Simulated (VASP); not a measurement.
# Efg calculation of Si₁₂HO₂₃ (charge +1) (part 2 of 4)

Si₁₂HO₂₃ (defect cell, 36 atoms in the cell, total charge +1); Kohn-Sham DFT of a periodic cell, PBE, VASP PAW PBE potentials, recommended, no spin polarisation (VASP 6.6.1); cutoff 520 eV, 3×3×2 k-mesh, fermi-dirac of 0.01 eV. The structure derives from a Materials Project entry. It belongs to a series of runs on one base structure; here: H on a O site, charge +1, host positions.

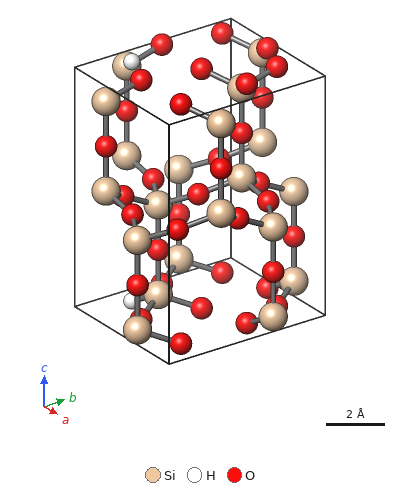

*The structure as given in the input (ball-and-stick view of the cell of the calculation, seen slightly off an axis).*

Parts of OUTCAR, continued:
```
   k-points           NKPTS =      8   k-points in BZ     NKDIM =      8   number of bands    NBANDS=    118
   number of dos      NEDOS =    301   number of ions     NIONS =     36
   total plane-waves  NPLWV = 313600
   dimension x,y,z NGX =    70 NGY =   70 NGZ =   64
   dimension x,y,z NGXF=   140 NGYF=  140 NGZF=  128
   ions per type =              12   1  23
   NGX,Y,Z   is equivalent  to a cutoff of  13.25, 13.25, 12.43 a.u.
   NGXF,Y,Z  is equivalent  to a cutoff of  26.51, 26.51, 24.86 a.u.
 SYSTEM =  unknown system
   PREC   = accura    normal or accurate (medium, high low for compatibility)
   ISTART =      0    job   : 0-new  1-cont  2-samecut
   ICHARG =      2    charge: 1-file 2-atom 10-const
   ISPIN  =      1    spin polarized calculation?
   LNONCOLLINEAR =      F non collinear calculations
   LSORBIT =      F    spin-orbit coupling
   LASPH  =      T    aspherical Exc in radial PAW
   ENCUT  =  520.0 eV  38.22 Ry    6.18 a.u.  16.32 16.32 15.91*2*pi/ulx,y,z
   NELM   =    100;   NELMIN=  2; NELMDL= -5     # of ELM steps
   EDIFF  = 0.1E-07   stopping-criterion for ELM
   LREAL  =      T    real-space projection
   EDIFFG = 0.1E-06   stopping-criterion for IOM
   NSW    =      0    number of steps for IOM
   IBRION =     -1    ionic relax: 0-MD 1-quasi-New 2-CG
   NFREE  =      0    steps in history (QN), initial steepest desc. (CG)
   ISIF   =      2    stress and relaxation
   ISYM   =      2    0-nonsym 1-usesym 2-fastsym
   POTIM  = 0.5000    time-step for ionic-motion
   TEBEG  =    0.0;   TEEND  =   0.0 temperature during run
   PSTRESS=    0.0 pullay stress
   NELECT =     186.0000    total number of electrons
   NUPDOWN=      -1.0000    fix difference up-down
   EMIN   =  10.00;   EMAX   =-10.00  energy-range for DOS
   EFERMI =   0.00;   METHOD = LEGACY
   ISMEAR =    -1;   SIGMA  =   0.01  broadening in eV -4-tet -1-fermi 0-gaus
   EFERMI_NEDOS =   21; number of points for ismear=-14 and -15
   IALGO  =     68    algorithm
   IMIX   =      4    mixing-type and parameters
     AMIX     =   0.40;   BMIX     =  1.00
     AMIX_MAG =   1.60;   BMIX_MAG =  1.00
  volume/ion in A,a.u.               =      15.87       107.10
  Fermi-wavevector in a.u.,A,eV,Ry     =   1.126187  2.128184 17.256223  1.268297
  Thomas-Fermi vector in A             =   2.262867
   LORBIT       =      0    0 simple, 1 ext, 2 COOP (PROOUT), +10 PAW based schemes
   GGA     = PE    functional components
   LHFCALC =     F    Hartree Fock is set to
   AEXX    =    0.0000 exact exchange contribution
   IVDW    =     0    specifies the selected vdW correction
   LEPSILON=     F    determine dielectric tensor
   LRPA    =     F    only Hartree local field effects (RPA)
 non-spin polarized calculation
 RMM-DIIS sequential band-by-band and
  energy-cutoff  :      520.00
  volume of cell :      571.36
 maximum number of plane-waves:     15414
 NGX is ok and might be reduce to    70
   NGX = 33   NGY = 33   NGZ = 31

 number of electron     185.9999921 magnetization

 Free energy of the ion-electron system (eV)
  ---------------------------------------------------
  ext. energy  EPLUGINS =         0.00000000
  ---------------------------------------------------
  free energy    TOTEN  =      -279.04216787 eV

  energy without entropy =     -279.04216787  energy(sigma->0) =     -279.04216787

 E-fermi :  -0.0442     XC(G=0):  -7.7419     alpha+bet : -8.0942

 val. band max:       -0.3673703621   @ k =   0.0000   0.3333   0.0000
 cond. band min:       2.3625791402   @ k =   0.3333   0.0000   0.0000
 fundamental gap:      2.7299495022
 Fermi energy:        -0.0441636972

 k-point     1 :       0.0000    0.0000    0.0000
  band No.  band energies     occupation
      1     -20.2299      2.00000
      2     -19.9622      2.00000
      3     -19.6052      2.00000
      4     -19.4789      2.00000
      5     -19.4693      2.00000
      6     -19.3112      2.00000
      7     -19.1888      2.00000
      8     -18.7576      2.00000
      9     -18.7427      2.00000
     10     -18.7336      2.00000
     11     -18.6210      2.00000
     12     -18.3877      2.00000
     13     -18.3703      2.00000
     14     -18.3647      2.00000
     15     -18.0294      2.00000
     16     -18.0098      2.00000
     17     -17.7701      2.00000
     18     -17.7537      2.00000
     19     -17.7355      2.00000
     20     -17.6637      2.00000
     21     -17.5852      2.00000
     22     -17.5508      2.00000
     23     -17.4587      2.00000
     24     -10.3738      2.00000
     25     -10.0764      2.00000
     26      -9.0744      2.00000
     27      -8.7342      2.00000
     28      -8.7269      2.00000
     29      -8.7100      2.00000
     30      -7.9928      2.00000
     31      -7.5581      2.00000
     32      -7.5197      2.00000
     33      -7.4523      2.00000
     34      -7.2880      2.00000
     35      -6.8539      2.00000
     36      -6.6461      2.00000
     37      -6.6093      2.00000
     38      -6.3332      2.00000
     39      -6.1934      2.00000
     40      -6.1444      2.00000
     41      -6.0137      2.00000
     42      -5.9231      2.00000
     43      -5.8900      2.00000
     44      -5.8177      2.00000
     45      -5.7745      2.00000
     46      -5.4652      2.00000
     47      -5.4254      2.00000
     48      -4.0600      2.00000
     49      -3.9871      2.00000
     50      -3.8163      2.00000
     51      -3.7479      2.00000
     52      -3.7185      2.00000
     53      -3.6280      2.00000
     54      -3.5583      2.00000
     55      -3.3913      2.00000
     56      -3.3081      2.00000
     57      -3.2369      2.00000
     58      -3.2363      2.00000
     59      -3.1498      2.00000
     60      -2.9888      2.00000
     61      -2.8303      2.00000
     62      -2.7694      2.00000
     63      -2.7586      2.00000
     64      -2.7150      2.00000
     65      -2.5818      2.00000
     66      -2.5648      2.00000
     67      -2.5065      2.00000
     68      -2.4335      2.00000
     69      -2.4140      2.00000
     70      -2.3609      2.00000
     71      -2.3095      2.00000
     72      -2.2036      2.00000
     73      -2.1536      2.00000
     74      -2.1150      2.00000
     75      -2.0832      2.00000
     76      -2.0445      2.00000
     77      -1.8124      2.00000
     78      -1.8081      2.00000
     79      -1.7012      2.00000
     80      -1.6943      2.00000
     81      -1.6821      2.00000
     82      -1.5746      2.00000
     83      -1.4504      2.00000
     84      -1.3776      2.00000
     85      -1.2770      2.00000
     86      -1.2408      2.00000
     87      -1.2299      2.00000
     88      -1.1695      2.00000
     89      -0.8142      2.00000
     90      -0.7808      2.00000
     91      -0.6235      2.00000
     92      -0.4924      2.00000
     93      -0.3727      2.00000
     94       2.4165      0.00000
     95       5.2060      0.00000
     96       5.2878      0.00000
     97       5.3598      0.00000
     98       7.3995      0.00000
     99       7.9995      0.00000
    100       8.0591      0.00000
    101       8.1088      0.00000
    102       8.1942      0.00000
    103       8.2041      0.00000
    104       8.2652      0.00000
    105       8.3007      0.00000

 k-point     2 :       0.3333    0.0000    0.0000
  band No.  band energies     occupation
      1     -20.1709      2.00000
      2     -20.0300      2.00000
      3     -19.6579      2.00000
      4     -19.5052      2.00000
      5     -19.3953      2.00000
      6     -19.2599      2.00000
      7     -19.1823      2.00000
      8     -18.9550      2.00000
      9     -18.7546      2.00000
     10     -18.6464      2.00000
     11     -18.5575      2.00000
     12     -18.4928      2.00000
     13     -18.3085      2.00000
     14     -18.2038      2.00000
     15     -18.0973      2.00000
     16     -17.9716      2.00000
     17     -17.7832      2.00000
     18     -17.7561      2.00000
     19     -17.7424      2.00000
     20     -17.6788      2.00000
     21     -17.5977      2.00000
     22     -17.5422      2.00000
     23     -17.4938      2.00000
     24     -10.3871      2.00000
     25      -9.9330      2.00000
     26      -9.2311      2.00000
     27      -8.9061      2.00000
     28      -8.7856      2.00000
     29      -8.2877      2.00000
     30      -8.1124      2.00000
     31      -7.9502      2.00000
     32      -7.5808      2.00000
     33      -7.3363      2.00000
     34      -6.9934      2.00000
     35      -6.8433      2.00000
     36      -6.6025      2.00000
     37      -6.5620      2.00000
     38      -6.3360      2.00000
     39      -6.2579      2.00000
     40      -6.2070      2.00000
     41      -5.9979      2.00000
     42      -5.8998      2.00000
     43      -5.8400      2.00000
     44      -5.8058      2.00000
     45      -5.7051      2.00000
     46      -5.5355      2.00000
     47      -5.4904      2.00000
     48      -4.2586      2.00000
     49      -3.8505      2.00000
     50      -3.7749      2.00000
     51      -3.7505      2.00000
     52      -3.6694      2.00000
     53      -3.5074      2.00000
     54      -3.4699      2.00000
     55      -3.3598      2.00000
     56      -3.2520      2.00000
     57      -3.1506      2.00000
     58      -3.1424      2.00000
     59      -3.0757      2.00000
     60      -3.0069      2.00000
     61      -2.9499      2.00000
     62      -2.8552      2.00000
     63      -2.7633      2.00000
     64      -2.7265      2.00000
     65      -2.6625      2.00000
     66      -2.6222      2.00000
     67      -2.5422      2.00000
     68      -2.4781      2.00000
     69      -2.4496      2.00000
     70      -2.3969      2.00000
     71      -2.3300      2.00000
     72      -2.2859      2.00000
     73      -2.2049      2.00000
     74      -2.1746      2.00000
     75      -2.1109      2.00000
     76      -2.0359      2.00000
     77      -1.9182      2.00000
     78      -1.8034      2.00000
     79      -1.7435      2.00000
     80      -1.7056      2.00000
     81      -1.6456      2.00000
     82      -1.5249      2.00000
     83      -1.5091      2.00000
     84      -1.4460      2.00000
     85      -1.2982      2.00000
     86      -1.2489      2.00000
     87      -1.0999      2.00000
     88      -0.9436      2.00000
     89      -0.8543      2.00000
     90      -0.7194      2.00000
     91      -0.5920      2.00000
     92      -0.4742      2.00000
     93      -0.4085      2.00000
     94       2.3626      0.00000
     95       5.2444      0.00000
     96       5.3476      0.00000
     97       5.7772      0.00000
     98       6.8685      0.00000
     99       7.5109      0.00000
    100       7.8861      0.00000
    101       8.0276      0.00000
    102       8.0882      0.00000
    103       8.1712      0.00000
    104       8.2736      0.00000
    105       8.3889      0.00000

 k-point     3 :       0.0000    0.3333    0.0000
  band No.  band energies     occupation
      1     -20.1495      2.00000
      2     -20.0240      2.00000
      3     -19.7698      2.00000
      4     -19.4984      2.00000
      5     -19.3283      2.00000
      6     -19.1972      2.00000
      7     -19.1563      2.00000
      8     -18.9565      2.00000
      9     -18.9049      2.00000
     10     -18.5931      2.00000
     11     -18.4569      2.00000
     12     -18.4210      2.00000
     13     -18.4200      2.00000
     14     -18.3187      2.00000
     15     -18.0093      2.00000
     16     -17.9825      2.00000
     17     -17.7761      2.00000
     18     -17.7686      2.00000
     19     -17.7318      2.00000
     20     -17.6367      2.00000
     21     -17.6331      2.00000
     22     -17.5925      2.00000
     23     -17.4594      2.00000
     24     -10.1838      2.00000
     25     -10.1177      2.00000
     26      -9.4561      2.00000
     27      -8.7890      2.00000
     28      -8.5340      2.00000
     29      -8.3157      2.00000
     30      -8.1850      2.00000
     31      -8.0202      2.00000
     32      -7.7220      2.00000
     33      -7.2417      2.00000
     34      -6.8666      2.00000
     35      -6.8483      2.00000
     36      -6.5839      2.00000
     37      -6.5725      2.00000
     38      -6.4619      2.00000
     39      -6.2267      2.00000
     40      -6.1472      2.00000
     41      -6.0458      2.00000
     42      -5.8715      2.00000
     43      -5.8610      2.00000
     44      -5.7683      2.00000
     45      -5.7333      2.00000
     46      -5.5557      2.00000
     47      -5.4845      2.00000
     48      -4.0802      2.00000
     49      -3.8504      2.00000
     50      -3.7780      2.00000
     51      -3.7459      2.00000
     52      -3.6479      2.00000
     53      -3.6426      2.00000
     54      -3.5156      2.00000
     55      -3.3134      2.00000
     56      -3.2659      2.00000
     57      -3.1851      2.00000
     58      -3.1474      2.00000
     59      -3.0691      2.00000
     60      -3.0648      2.00000
     61      -2.9932      2.00000
     62      -2.9747      2.00000
     63      -2.7697      2.00000
     64      -2.6665      2.00000
     65      -2.6521      2.00000
     66      -2.5994      2.00000
     67      -2.5721      2.00000
     68      -2.4864      2.00000
     69      -2.4378      2.00000
     70      -2.3605      2.00000
     71      -2.2918      2.00000
     72      -2.2488      2.00000
     73      -2.1480      2.00000
     74      -2.1409      2.00000
     75      -2.1006      2.00000
     76      -2.0663      2.00000
     77      -1.9511      2.00000
     78      -1.8475      2.00000
     79      -1.7689      2.00000
     80      -1.7063      2.00000
     81      -1.5967      2.00000
     82      -1.5790      2.00000
     83      -1.4536      2.00000
     84      -1.3802      2.00000
     85      -1.3035      2.00000
     86      -1.2866      2.00000
     87      -1.1165      2.00000
     88      -0.9384      2.00000
     89      -0.8401      2.00000
     90      -0.6914      2.00000
     91      -0.6023      2.00000
     92      -0.5465      2.00000
     93      -0.3674      2.00000
     94       2.4084      0.00000
     95       5.0567      0.00000
     96       5.3491      0.00000
     97       5.8452      0.00000
     98       7.0286      0.00000
     99       7.6008      0.00000
    100       7.7855      0.00000
    101       7.9759      0.00000
    102       8.0435      0.00000
    103       8.2276      0.00000
    104       8.2604      0.00000
    105       8.4411      0.00000

 k-point     4 :       0.3333    0.3333    0.0000
  band No.  band energies     occupation
      1     -20.1095      2.00000
      2     -20.0619      2.00000
      3     -19.7893      2.00000
      4     -19.4409      2.00000
      5     -19.3474      2.00000
      6     -19.2113      2.00000
      7     -19.1372      2.00000
      8     -19.0718      2.00000
      9     -18.8348      2.00000
     10     -18.5958      2.00000
     11     -18.5326      2.00000
     12     -18.4560      2.00000
     13     -18.3303      2.00000
     14     -18.1763      2.00000
     15     -18.0657      2.00000
     16     -17.9842      2.00000
     17     -17.7911      2.00000
     18     -17.7723      2.00000
     19     -17.7390      2.00000
     20     -17.6919      2.00000
     21     -17.5979      2.00000
     22     -17.5650      2.00000
     23     -17.4839      2.00000
     24     -10.3445      2.00000
     25      -9.7998      2.00000
     26      -9.5888      2.00000
     27      -8.7918      2.00000
     28      -8.4799      2.00000
     29      -8.3964      2.00000
     30      -8.3132      2.00000
     31      -7.9265      2.00000
     32      -7.7207      2.00000
     33      -7.2547      2.00000
     34      -6.9345      2.00000
     35      -6.7383      2.00000
     36      -6.5841      2.00000
     37      -6.5240      2.00000
     38      -6.4395      2.00000
     39      -6.2694      2.00000
     40      -6.1819      2.00000
     41      -6.0369      2.00000
     42      -5.8854      2.00000
     43      -5.7967      2.00000
     44      -5.7642      2.00000
     45      -5.6715      2.00000
     46      -5.6027      2.00000
     47      -5.5405      2.00000
     48      -4.2584      2.00000
     49      -3.8264      2.00000
     50      -3.7757      2.00000
     51      -3.7423      2.00000
     52      -3.6254      2.00000
     53      -3.4887      2.00000
     54      -3.3914      2.00000
     55      -3.3053      2.00000
     56      -3.2185      2.00000
     57      -3.1857      2.00000
     58      -3.0966      2.00000
     59      -3.0506      2.00000
     60      -3.0234      2.00000
     61      -2.9512      2.00000
     62      -2.9238      2.00000
     63      -2.8481      2.00000
     64      -2.7289      2.00000
     65      -2.7092      2.00000
     66      -2.6219      2.00000
     67      -2.5857      2.00000
     68      -2.5278      2.00000
     69      -2.4732      2.00000
     70      -2.4474      2.00000
     71      -2.3856      2.00000
     72      -2.2393      2.00000
     73      -2.1534      2.00000
     74      -2.1115      2.00000
```
